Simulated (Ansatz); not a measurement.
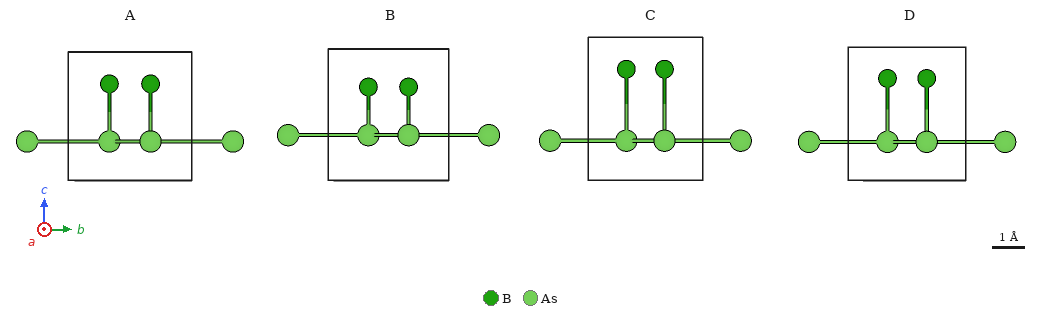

4 geometries from one relaxation of crystalline BAs (a generated structure, set up in P6mm) (coarse preliminary run), in shuffled order. The picture is a ball-and-stick view of the cell of the calculation, seen along the a axis.

Method: Ansatz 0.2.0, DFT PBE, scalar-relativistic, plane waves, PAW. Settings: plane-wave cutoff 420 eV; k-point mesh 6 × 6 × 4; occupations gaussian; smearing width 0.1 eV; no spin polarisation; cell and atoms relaxed; force threshold 0.04 eV/Å; at most 70 steps.

Order the frames from highest to lowest energy.

B, A, D, C. They are steps 0, 2, 3, 8, at +2074 meV per atom, +467 meV per atom, +131 meV per atom relative to the last. Over 7 accepted moves (8 points after the start) the energy falls by 2074 meV per atom. The largest force component goes from 20 to 0.0002 eV/Å. Pressure: 48.43 GPa at the start and −0.06 GPa at the end. The SCF was repeated once at an unchanged geometry on a basis and grid sized afresh for the cell, which shifted the energy by 0.4 meV per atom at most. The largest moves relative to the cell, 0.30 Å, are those of B and As atoms. By element the largest moves are B 0.30 Å, As 0.30 Å. Cell: a = b 4.376 → 4.153 Å (−5.1 %), c 4.133 → 4.499 Å (+8.8 %). Volume −2.0 %. Near-neighbour distances that change, for instance: As–B 1.515 → 2.249 Å, As–B 2.618 → 2.249 Å, As–As 2.527 → 2.398 Å. The space group (tolerance 0.01 Å) goes from P6mm (No. 183) to P6/mmm (No. 191). The run took 120 s on 1 thread of Intel(R) Xeon(R) Processor @ 2.50GHz (Skylake/Cascade Lake), on a shared host, peak memory 0.38 GiB.

Limits of the set-up: the k-point mesh is coarse for a cell with partly filled bands.
